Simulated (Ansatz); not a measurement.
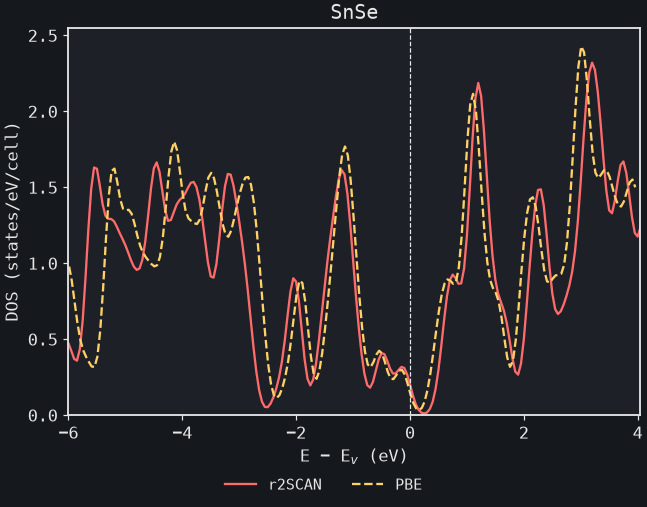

Total densities of states of SnSe, space group Fm-3m, 2 atoms in the cell, hydrostatic strain −4.8%, by two methods on the same cell. The curves are built from the levels of the k mesh with Gaussians 0.3 eV wide, which also blur the band edges. Each is counted from its own valence-band top.

How do the methods compare?

r2SCAN gives a gap of 0.04 eV and PBE gives a gap of −0.13 eV. In the window shown, the tallest filled peak lies at −4.4 eV in r2SCAN and −4.1 eV in PBE.

Settings. r2SCAN: DFT, r2SCAN, plane waves, PAW, no spin polarisation, 8×8×8 k mesh, 500 eV cutoff, Fermi-Dirac smearing of 0.02 eV (Ansatz 0.2.0). PBE: DFT, PBE, plane waves, PAW, no spin polarisation, 8×8×8 k mesh, 420 eV cutoff (Ansatz 0.2.0).
